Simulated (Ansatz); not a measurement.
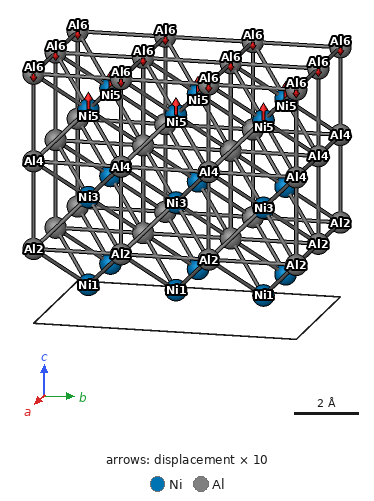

A constrained relaxation of a slab of composition AlNi (cut from the Pm-3m phase). The starting structure is drawn; red arrows show the displacements, 10 times their true length.

Style: ball-and-stick. Shown: the 2 × 3 repeat of the cell, outlined in the plane, without the vacuum, slightly off an axis.

Case: clean slab, lower half held. The slab is the (1 0 0) face of AlNi. 3 atoms are held fixed.

The calculation used DFT PBEsol, scalar-relativistic, plane waves, PAW (Ansatz 0.2.0).

Input
```yaml
crystal:
  lattice:
    - [2.862165552, 0.0, 0.0]
    - [0.0, 2.862165552, 0.0]
    - [0.0, 0.0, 24.15541388]
  atoms:
    - { symbol: Ni, position: [0.5, 0.5, 0.3518879884] }
    - { symbol: Al, position: [0.0, 0.0, 0.4111327931] }
    - { symbol: Ni, position: [0.5, 0.5, 0.4703775977] }
    - { symbol: Al, position: [0.0, 0.0, 0.5296224023] }
    - { symbol: Ni, position: [0.5, 0.5, 0.5888672069] }
    - { symbol: Al, position: [0.0, 0.0, 0.6481120116] }
basis:
  ecutwfc: 420
kpoints:
  mp_grid: { grid: [10, 10, 1] }
hamiltonian:
  xc: pbesol
scf:
  occupations: { method: gaussian, width: 0.1 }
output:
  forces: true
  eigenvalues: true
  write_density: true
  write_potential: true
  elf: true
  volumetric_format: npy
relax:
  adjacent_minimum: "off"
  f_tol: 0.03
  max_steps: 70
  constraints: [{ sites: [0, 1, 2] }]
efield:
  axis: 3
  dipole_correction: true
  ramp_width: 0.04
```

Run as
```bash
ansatz run input.yaml --threads 2 --pin off --max-ram 5120MiB --backend cpu --events-out ev --progress --plain --runs-dir out
```

**What happened in the run?**

The largest move is that of Ni5, 0.059 Å along the normal (+c). Largest moves by element: Ni 0.059 Å, Al 0.028 Å. The cell stays as it was. Near-neighbour distances that change, for instance: Ni5–Al6 2.479 → 2.429 Å, Al4–Ni5 2.479 → 2.512 Å, Al4–Al6 2.862 → 2.831 Å. The energy falls by 14.7 meV per cell of the calculation in 3 geometry steps. Largest force component: 0.37 eV/Å at the start, 0.018 eV/Å at the end.
